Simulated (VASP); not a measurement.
# CoO: geometry relaxation (part 4 of 5)

The same run, continued: CoO (Fm-3m, 4 atoms in the cell); Kohn-Sham DFT of a periodic cell, r2SCAN, VASP PAW PBE potentials, recommended, spin-polarised (VASP 6.6.1); cutoff 520 eV, 10×10×8 k-mesh, Gaussian smearing of 0.02 eV, collinear spins. The structure derives from an entry of the Crystallography Open Database.

Geometry of the input (Å; fractional positions):
```
0.0000  2.1315  -2.1315
0.0000  2.1315  2.1315
4.2630  0.0000  0.0000
Co 0.0000  0.0000  0.0000
Co 0.5000  0.5000  0.5000
O  0.0000  1.0000  0.5000
O  0.5000  1.5000  1.0000
```

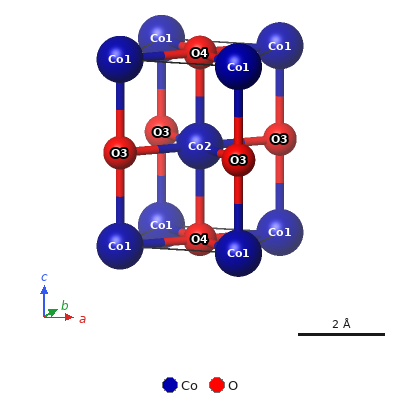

The geometry at step 5 of the log (ball-and-stick view of the cell of the calculation, seen slightly off an axis; atoms are numbered from 1 in the order of the input).

Parts of OUTCAR, continued:
```
 -----------------------------------------------------------------------------------
      0.00000      0.00000      0.00000         0.000000      0.000000     -0.000000
      2.23485      2.06671      0.00000         0.000000     -0.000000     -0.000000
      2.23485      2.06671     -2.06671        -0.000000     -0.000000     -0.000000
      0.00000      2.06671      0.00000         0.000000     -0.000000      0.000000
 -----------------------------------------------------------------------------------
    total drift:                               -0.000000     -0.000000     -0.000000

  FREE ENERGIE OF THE ION-ELECTRON SYSTEM (eV)
  ---------------------------------------------------
  free  energy   TOTEN  =       -42.3110695404 eV

  energy  without entropy=      -42.3107690022  energy(sigma->0) =      -42.31091927

--------------------------------------- Ionic step       17  -------------------------------------------

 number of electron      29.9999993 magnetization      -0.0000000

 number of electron      29.9999993 magnetization       0.0000000

------------------------ aborting loop because EDIFF is reached ----------------------------------------

  FORCE on cell =-STRESS in cart. coord.  units (eV):
  Direction    XX          YY          ZZ          XY          YZ          ZX
  --------------------------------------------------------------------------------------
  -------------------------------------------------------------------------------------
  Total        0.0079280      0.0214520      0.0214520     -0.0000000      0.0000000      0.0000000
  in kB        0.3328925      0.9007615      0.9007615     -0.0000000      0.0000000      0.0000000
  external PRESSURE =       0.7114718 kB  Pullay stress =       0.0000000 kB

 VOLUME and BASIS-vectors are now :
 -----------------------------------------------------------------------------
  energy-cutoff  :      520.00
  volume of cell :       38.16
      direct lattice vectors                 reciprocal lattice vectors
     0.000000000  2.066000727 -2.066000727     0.000000000  0.242013468 -0.242013468
    -0.000000000  2.066000727  2.066000727    -0.000000000  0.242013468  0.242013468
     4.469688527 -0.000000000  0.000000000     0.223729236 -0.000000000  0.000000000

 POSITION                                       TOTAL-FORCE (eV/Angst)
 -----------------------------------------------------------------------------------
      0.00000      0.00000      0.00000        -0.000000     -0.000000     -0.000000
      2.23484      2.06600      0.00000        -0.000000      0.000000      0.000000
      2.23484     -0.00000      0.00000        -0.000000     -0.000000     -0.000000
      0.00000      2.06600      0.00000         0.000000      0.000000      0.000000
 -----------------------------------------------------------------------------------
    total drift:                               -0.000000     -0.000000     -0.000000

  FREE ENERGIE OF THE ION-ELECTRON SYSTEM (eV)
  ---------------------------------------------------
  free  energy   TOTEN  =       -42.3110536713 eV

  energy  without entropy=      -42.3107580098  energy(sigma->0) =      -42.31090584

--------------------------------------- Ionic step       18  -------------------------------------------

 number of electron      29.9999993 magnetization       0.0000000

 number of electron      29.9999993 magnetization      -0.0000000

 Free energy of the ion-electron system (eV)
  ---------------------------------------------------
  ext. energy  EPLUGINS =         0.00000000
  ---------------------------------------------------
  free energy    TOTEN  =       -42.31106479 eV

  energy without entropy =      -42.31076678  energy(sigma->0) =      -42.31091579

 E-fermi :   7.9140     XC(G=0): -13.1450     alpha+bet :-14.0023

 val. band max:        7.9119576927   @ k =   0.5000   0.1000   0.5000
 cond. band min:       7.9199292929   @ k =   0.5000   0.0000   0.1250
 fundamental gap:      0.0079716002
 Fermi energy:         7.9140197771

 spin component 1

 k-point     1 :       0.0000    0.0000    0.0000
  band No.  band energies     occupation
      1     -13.2613      1.00000
      2     -12.0817      1.00000
      3       1.0687      1.00000
      4       3.0111      1.00000
      5       3.6957      1.00000
      6       3.6957      1.00000
      7       3.9896      1.00000
      8       4.6643      1.00000
      9       4.8216      1.00000
     10       4.8216      1.00000
     11       5.0949      1.00000
     12       5.4142      1.00000
     13       5.4144      1.00000
     14       7.0073      1.00000
     15       7.3292      1.00000
     16       7.3310      1.00000
     17       8.6456      0.00000
     18       9.5454      0.00000
     19      10.6583      0.00000

 k-point     2 :       0.1000    0.0000    0.0000
  band No.  band energies     occupation
      1     -13.1854      1.00000
      2     -12.0472      1.00000
      3       1.1250      1.00000
      4       2.6022      1.00000
      5       2.9911      1.00000
      6       3.7014      1.00000
      7       4.1895      1.00000
      8       4.2173      1.00000
      9       4.7114      1.00000
     10       4.8896      1.00000
     11       5.1840      1.00000
     12       5.4318      1.00000
     13       5.7207      1.00000
     14       7.2765      1.00000
     15       7.3254      1.00000
     16       7.3812      1.00000
     17       8.9605      0.00000
     18       9.8055      0.00000
     19      10.9583      0.00000

 k-point     3 :       0.2000    0.0000    0.0000
  band No.  band energies     occupation
      1     -12.9734      1.00000
      2     -11.9625      1.00000
      3       1.2925      1.00000
      4       1.7064      1.00000
      5       2.2498      1.00000
      6       3.0048      1.00000
      7       3.8458      1.00000
      8       3.9405      1.00000
      9       4.1505      1.00000
     10       5.0883      1.00000
     11       5.4786      1.00000
     12       6.0640      1.00000
     13       6.1039      1.00000
     14       7.3125      1.00000
     15       7.5177      1.00000
     16       7.7969      1.00000
     17       9.7025      0.00000
     18      10.1171      0.00000
     19      11.8904      0.00000

 k-point     4 :       0.3000    0.0000    0.0000
  band No.  band energies     occupation
      1     -12.6738      1.00000
      2     -11.8783      1.00000
      3       0.8103      1.00000
      4       1.5661      1.00000
      5       1.6845      1.00000
      6       1.9237      1.00000
      7       3.4184      1.00000
      8       3.5591      1.00000
      9       4.1780      1.00000
     10       5.2458      1.00000
     11       5.5381      1.00000
     12       6.3298      1.00000
     13       6.9945      1.00000
     14       7.2949      1.00000
     15       7.6914      1.00000
     16       8.3576      0.00000
     17      10.2718      0.00000
     18      10.5388      0.00000
     19      13.1178      0.00000

 k-point     5 :       0.4000    0.0000    0.0000
  band No.  band energies     occupation
      1     -12.3708      1.00000
      2     -11.8547      1.00000
      3       0.1867      1.00000
      4       1.1500      1.00000
      5       1.3333      1.00000
      6       1.9334      1.00000
      7       2.9853      1.00000
      8       3.1209      1.00000
      9       4.3822      1.00000
     10       5.3577      1.00000
     11       5.5878      1.00000
     12       6.5031      1.00000
     13       7.2793      1.00000
     14       7.6384      1.00000
     15       7.8358      1.00000
     16       8.8129      0.00000
     17      10.3443      0.00000
     18      11.1931      0.00000
     19      14.3682      0.00000

 [... the levels of 18 k-points are left out ...]

 k-point    24 :       0.2000    0.0000    0.1250
  band No.  band energies     occupation
      1     -12.9359      1.00000
      2     -11.9910      1.00000
      3       1.1869      1.00000
      4       1.7758      1.00000
      5       2.2465      1.00000
      6       2.8790      1.00000
      7       3.7977      1.00000
      8       3.8065      1.00000
      9       3.9762      1.00000
     10       5.4494      1.00000
     11       5.5298      1.00000
     12       6.0828      1.00000
     13       6.1145      1.00000
     14       7.3480      1.00000
     15       7.5183      1.00000
     16       7.7979      1.00000
     17       9.7027      0.00000
     18      10.3605      0.00000
     19      11.9571      0.00000

 [... further k-points ...]

 spin component 2

 k-point     1 :       0.0000    0.0000    0.0000
  band No.  band energies     occupation
      1     -13.2613      1.00000
      2     -12.0817      1.00000
      3       1.0687      1.00000
      4       3.0111      1.00000
      5       3.6957      1.00000
      6       3.6957      1.00000
      7       3.9896      1.00000
      8       4.6643      1.00000
      9       4.8216      1.00000
     10       4.8216      1.00000
     11       5.0949      1.00000
     12       5.4142      1.00000
     13       5.4144      1.00000
     14       7.0073      1.00000
     15       7.3292      1.00000
     16       7.3310      1.00000
     17       8.6456      0.00000
     18       9.5454      0.00000
     19      10.6583      0.00000

 k-point     2 :       0.1000    0.0000    0.0000
  band No.  band energies     occupation
      1     -13.1854      1.00000
      2     -12.0472      1.00000
      3       1.1250      1.00000
      4       2.6022      1.00000
      5       2.9911      1.00000
      6       3.7014      1.00000
      7       4.1895      1.00000
      8       4.2173      1.00000
      9       4.7114      1.00000
     10       4.8896      1.00000
     11       5.1840      1.00000
     12       5.4318      1.00000
     13       5.7207      1.00000
     14       7.2765      1.00000
     15       7.3254      1.00000
     16       7.3812      1.00000
     17       8.9605      0.00000
     18       9.8055      0.00000
     19      10.9583      0.00000

 k-point     3 :       0.2000    0.0000    0.0000
  band No.  band energies     occupation
      1     -12.9734      1.00000
      2     -11.9625      1.00000
      3       1.2925      1.00000
      4       1.7064      1.00000
      5       2.2498      1.00000
      6       3.0048      1.00000
      7       3.8458      1.00000
      8       3.9405      1.00000
      9       4.1505      1.00000
     10       5.0883      1.00000
     11       5.4786      1.00000
     12       6.0640      1.00000
     13       6.1039      1.00000
     14       7.3125      1.00000
     15       7.5177      1.00000
     16       7.7969      1.00000
     17       9.7025      0.00000
     18      10.1171      0.00000
     19      11.8904      0.00000

 k-point     4 :       0.3000    0.0000    0.0000
  band No.  band energies     occupation
      1     -12.6738      1.00000
      2     -11.8783      1.00000
      3       0.8103      1.00000
      4       1.5661      1.00000
      5       1.6845      1.00000
      6       1.9237      1.00000
      7       3.4184      1.00000
      8       3.5591      1.00000
      9       4.1780      1.00000
     10       5.2458      1.00000
     11       5.5381      1.00000
     12       6.3298      1.00000
     13       6.9945      1.00000
     14       7.2949      1.00000
     15       7.6914      1.00000
     16       8.3576      0.00000
     17      10.2718      0.00000
     18      10.5388      0.00000
     19      13.1178      0.00000

 k-point     5 :       0.4000    0.0000    0.0000
  band No.  band energies     occupation
      1     -12.3708      1.00000
      2     -11.8547      1.00000
      3       0.1867      1.00000
      4       1.1500      1.00000
      5       1.3333      1.00000
      6       1.9334      1.00000
      7       2.9853      1.00000
      8       3.1209      1.00000
      9       4.3822      1.00000
     10       5.3577      1.00000
     11       5.5878      1.00000
     12       6.5031      1.00000
     13       7.2793      1.00000
     14       7.6384      1.00000
     15       7.8358      1.00000
     16       8.8129      0.00000
     17      10.3443      0.00000
     18      11.1931      0.00000
     19      14.3682      0.00000

 [... the levels of 18 k-points are left out ...]

 k-point    24 :       0.2000    0.0000    0.1250
  band No.  band energies     occupation
      1     -12.9359      1.00000
      2     -11.9910      1.00000
      3       1.1869      1.00000
      4       1.7758      1.00000
      5       2.2465      1.00000
      6       2.8790      1.00000
      7       3.7977      1.00000
      8       3.8065      1.00000
      9       3.9762      1.00000
     10       5.4494      1.00000
     11       5.5298      1.00000
     12       6.0828      1.00000
     13       6.1145      1.00000
     14       7.3480      1.00000
     15       7.5183      1.00000
     16       7.7979      1.00000
     17       9.7027      0.00000
     18      10.3605      0.00000
     19      11.9571      0.00000

 [... further k-points ...]

------------------------ aborting loop because EDIFF is reached ----------------------------------------

  FORCE on cell =-STRESS in cart. coord.  units (eV):
  Direction    XX          YY          ZZ          XY          YZ          ZX
  --------------------------------------------------------------------------------------
  -------------------------------------------------------------------------------------
  Total       -0.0004317      0.0007087      0.0007087      0.0000000      0.0000000      0.0000000
  in kB       -0.0181211      0.0297483      0.0297483      0.0000000      0.0000000      0.0000000
  external PRESSURE =       0.0137919 kB  Pullay stress =       0.0000000 kB

 VOLUME and BASIS-vectors are now :
 -----------------------------------------------------------------------------
  energy-cutoff  :      520.00
  volume of cell :       38.17
      direct lattice vectors                 reciprocal lattice vectors
     0.000000000  2.066342700 -2.066342700     0.000000000  0.241973415 -0.241973415
    -0.000000000  2.066342700  2.066342700    -0.000000000  0.241973415  0.241973415
     4.469695317 -0.000000000  0.000000000     0.223728896 -0.000000000  0.000000000

 POSITION                                       TOTAL-FORCE (eV/Angst)
 -----------------------------------------------------------------------------------
      0.00000      0.00000      0.00000        -0.000000      0.000000     -0.000000
      2.23485      2.06634      0.00000        -0.000000      0.000000      0.000000
      2.23485      2.06634     -2.06634         0.000000     -0.000000     -0.000000
      0.00000      2.06634      0.00000         0.000000      0.000000      0.000000
 -----------------------------------------------------------------------------------
    total drift:                               -0.000000     -0.000000     -0.000000

  FREE ENERGIE OF THE ION-ELECTRON SYSTEM (eV)
  ---------------------------------------------------
  free  energy   TOTEN  =       -42.3110647922 eV

  energy  without entropy=      -42.3107667788  energy(sigma->0) =      -42.31091579

 reached required accuracy - stopping structural energy minimisation

 total charge

# of ion       s       p       d       tot
------------------------------------------
    1        0.304   0.383   7.134   7.821
    2        0.304   0.383   7.134   7.821
    3        1.558   3.486   0.000   5.044
    4        1.558   3.486   0.000   5.044
--------------------------------------------------
tot          3.724   7.739  14.267  25.730

 magnetization (x)

# of ion       s       p       d       tot
------------------------------------------
    1        0.033   0.027   2.579   2.639
    2       -0.033  -0.027  -2.579  -2.639
    3       -0.014  -0.139   0.000  -0.153
    4        0.014   0.139   0.000   0.153
--------------------------------------------------
tot          0.000   0.000   0.000   0.000
```

CONTCAR:
```
CoO
   1.00000000000000
     0.0000000000000000    2.0663427003085166   -2.0663427003085166
    -0.0000000000000000    2.0663427003085166    2.0663427003085166
     4.4696953172322118   -0.0000000000000000    0.0000000000000000
  Co              O
     2     2
Direct
     0.0000000000000000    0.0000000000000000    0.0000000000000000
     0.5000000000000000    0.5000000000000000    0.5000000000000000
     1.0000000000000000    0.0000000000000000    0.5000000000000000
     0.5000000000000000    0.5000000000000000    0.0000000000000000

  0.00000000E+00  0.00000000E+00  0.00000000E+00
  0.00000000E+00  0.00000000E+00  0.00000000E+00
  0.00000000E+00  0.00000000E+00  0.00000000E+00
  0.00000000E+00  0.00000000E+00  0.00000000E+00
```

Trajectory as extended XYZ (Å, eV, eV/Å), 18 frames, from step=0 to step=17:
```
4
Lattice="0.0000 2.1315 -2.1315 0.0000 2.1315 2.1315 4.2630 0.0000 0.0000" Properties=species:S:1:pos:R:3:forces:R:3 step=0 energy=-42.20324
Co    0.0000    0.0000    0.0000    0.0000   0.0000   0.0000
Co    2.1315    2.1315    0.0000    0.0000   0.0000   0.0000
O     2.1315    0.0000    0.0000    0.0000   0.0000   0.0000
O     0.0000    2.1315    0.0000    0.0000   0.0000   0.0000
4
Lattice="-0.0000 2.0720 -2.0720 0.0000 2.0720 2.0720 4.3333 0.0000 0.0000" Properties=species:S:1:pos:R:3:forces:R:3 step=1 energy=-42.28343
Co    0.0000    2.0720   -2.0720    0.0000   0.0000   0.0000
Co    2.1667    2.0720    0.0000    0.0000   0.0000   0.0000
O     2.1667    4.1440    0.0000    0.0000   0.0000   0.0000
O     4.3333    2.0720    0.0000    0.0000   0.0000   0.0000
4
Lattice="-0.0000 2.0560 -2.0560 0.0000 2.0560 2.0560 4.3522 0.0000 0.0000" Properties=species:S:1:pos:R:3:forces:R:3 step=2 energy=-42.28256
Co    0.0000    0.0000    0.0000    0.0000   0.0000   0.0000
Co    2.1761    2.0560    0.0000    0.0000   0.0000   0.0000
O     2.1761    0.0000    0.0000    0.0000   0.0000   0.0000
O     0.0000    2.0560    0.0000    0.0000   0.0000   0.0000
4
Lattice="-0.0000 2.0642 -2.0642 0.0000 2.0642 2.0642 4.3425 0.0000 0.0000" Properties=species:S:1:pos:R:3:forces:R:3 step=3 energy=-42.28457
Co    0.0000    0.0000    0.0000    0.0000   0.0000   0.0000
Co    2.1712    2.0642    0.0000    0.0000   0.0000   0.0000
O     2.1712    0.0000    0.0000    0.0000   0.0000   0.0000
O     0.0000    2.0642    0.0000    0.0000   0.0000   0.0000
4
Lattice="-0.0000 2.0620 -2.0620 -0.0000 2.0620 2.0620 4.4476 -0.0000 0.0000" Properties=species:S:1:pos:R:3:forces:R:3 step=4 energy=-42.26313
Co    4.4476    2.0620   -2.0620    0.0000   0.0000   0.0000
Co    2.2238    2.0620    0.0000    0.0000   0.0000   0.0000
O     2.2238    0.0000    0.0000    0.0000   0.0000   0.0000
O     0.0000    2.0620    0.0000    0.0000   0.0000   0.0000
4
Lattice="-0.0000 2.0628 -2.0628 -0.0000 2.0628 2.0628 4.4105 -0.0000 0.0000" Properties=species:S:1:pos:R:3:forces:R:3 step=5 energy=-42.30390
Co    0.0000    0.0000    0.0000    0.0000   0.0000   0.0000
Co    2.2052    2.0628    0.0000    0.0000   0.0000   0.0000
O     2.2052    0.0000    0.0000    0.0000   0.0000   0.0000
O     0.0000    2.0628    0.0000    0.0000   0.0000   0.0000
4
Lattice="-0.0000 2.0624 -2.0624 -0.0000 2.0624 2.0624 4.4293 -0.0000 0.0000" Properties=species:S:1:pos:R:3:forces:R:3 step=6 energy=-42.30706
Co    4.4293    2.0623   -2.0623    0.0000   0.0000   0.0000
Co    2.2146    2.0623    0.0000    0.0000   0.0000   0.0000
O     2.2146    0.0000    0.0000    0.0000   0.0000   0.0000
O     0.0000    2.0623    0.0000    0.0000   0.0000   0.0000
4
Lattice="-0.0000 2.0622 -2.0622 -0.0000 2.0622 2.0622 4.4370 -0.0000 0.0000" Properties=species:S:1:pos:R:3:forces:R:3 step=7 energy=-42.30804
Co    0.0000    0.0000    0.0000    0.0000   0.0000   0.0000
Co    2.2185    2.0622    0.0000    0.0000   0.0000   0.0000
O     2.2185    0.0000    0.0000    0.0000   0.0000   0.0000
O     0.0000    2.0622    0.0000    0.0000   0.0000   0.0000
4
Lattice="-0.0000 2.0621 -2.0621 -0.0000 2.0621 2.0621 4.4423 -0.0000 0.0000" Properties=species:S:1:pos:R:3:forces:R:3 step=8 energy=-42.30861
Co    4.4423    2.0621   -2.0621    0.0000   0.0000   0.0000
Co    2.2212    2.0621    0.0000    0.0000   0.0000   0.0000
O     2.2212    0.0000    0.0000    0.0000   0.0000   0.0000
O     0.0000    2.0621    0.0000    0.0000   0.0000   0.0000
4
Lattice="-0.0000 2.0620 -2.0620 -0.0000 2.0620 2.0620 4.4450 -0.0000 0.0000" Properties=species:S:1:pos:R:3:forces:R:3 step=9 energy=-42.30886
Co    0.0000    0.0000    0.0000    0.0000   0.0000   0.0000
Co    2.2225    2.0620    0.0000    0.0000   0.0000   0.0000
O     2.2225    0.0000    0.0000    0.0000   0.0000   0.0000
O     0.0000    2.0620    0.0000    0.0000   0.0000   0.0000
```
